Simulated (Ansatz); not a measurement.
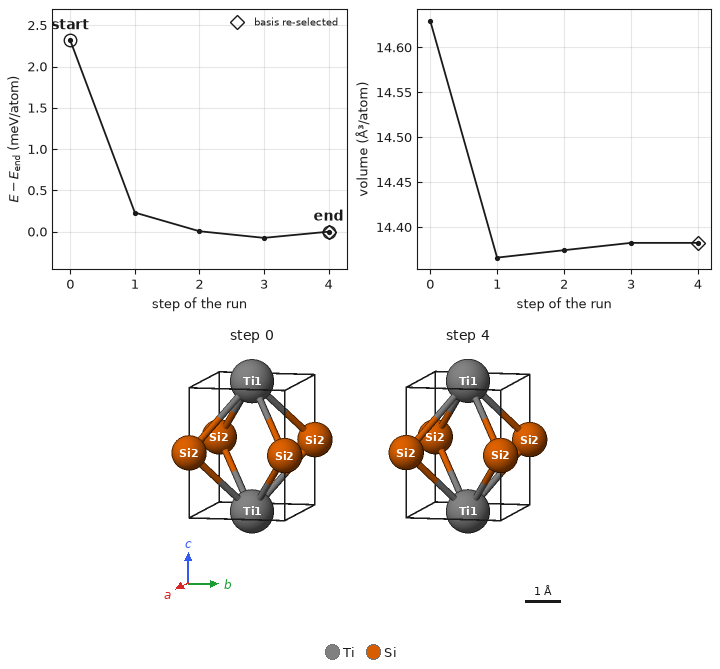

First and last geometry of a relaxation of a crystal of TiSi (set up in Cmmm), with the history of the run. The picture is a ball-and-stick view of the cell of the calculation, seen slightly off an axis.

Computed with Ansatz 0.2.0, DFT r2SCAN, scalar-relativistic, plane waves, PAW.

Input
```yaml
crystal:
  lattice:
    - [1.816178, -2.117624, 0.0]
    - [1.816178, 2.117624, 0.0]
    - [0.0, 0.0, 3.803934]
  atoms:
    - { symbol: Ti, position: [0.5, 0.5, 0.0] }
    - { symbol: Si, position: [0.0, 0.0, 0.5] }
basis:
  ecutwfc: 500
kpoints:
  mp_grid: { grid: [16, 16, 12] }
hamiltonian:
  xc: r2scan
scf:
  occupations: { method: gaussian, width: 0.1 }
output:
  forces: true
  stress: true
  eigenvalues: true
relax:
  adjacent_minimum: "off"
  f_tol: 0.005
  max_steps: 80
  cell: { stress_tol: 0.05 }
```

Command:
```bash
ansatz run input.yaml --threads 2 --pin off --max-ram 5120MiB --backend cpu --events-out ev --progress --plain --runs-dir out
```

Read the history and describe the run.

Answer. It converged. The atoms keep their places relative to the cell (all moves are under 0.005 Å). The volume changes by −1.7 %, with a = b 2.790 → 2.759 Å (−1.1 %), c 3.804 → 3.814 Å (+0.3 %), γ 98.8° → 97.7°. Among the contacts that change: Ti1–Ti1 2.790 → 2.759 Å, Ti1–Si2 2.846 → 2.820 Å. The space group stays Cmmm (No. 65). Over 3 accepted moves (4 points after the start) the energy falls by 2.3 meV per atom. All forces vanish by symmetry, so only the cell relaxes. Pressure: −1.86 GPa at the start and 0.00 GPa at the end. At 1 point the geometry stayed and the basis and grid were re-selected for the new cell (energy shift of 0.1 meV per atom at most each time). The run took 58 s on 2 threads of Intel(R) Xeon(R) Platinum 8488C (Sapphire Rapids), with other jobs on the host, peak memory 0.66 GiB.

| step | E − E(0), meV/atom | pressure, GPa | volume, Å³/atom | note |
| --- | --- | --- | --- | --- |
| 0 | 0.00 | -1.86 | 14.630 |  |
| 1 | -2.09 | 0.40 | 14.366 |  |
| 2 | -2.31 | 0.19 | 14.374 |  |
| 3 | -2.39 | 0.00 | 14.382 |  |
| 4 | -2.32 | 0.00 | 14.382 | same geometry, new basis |
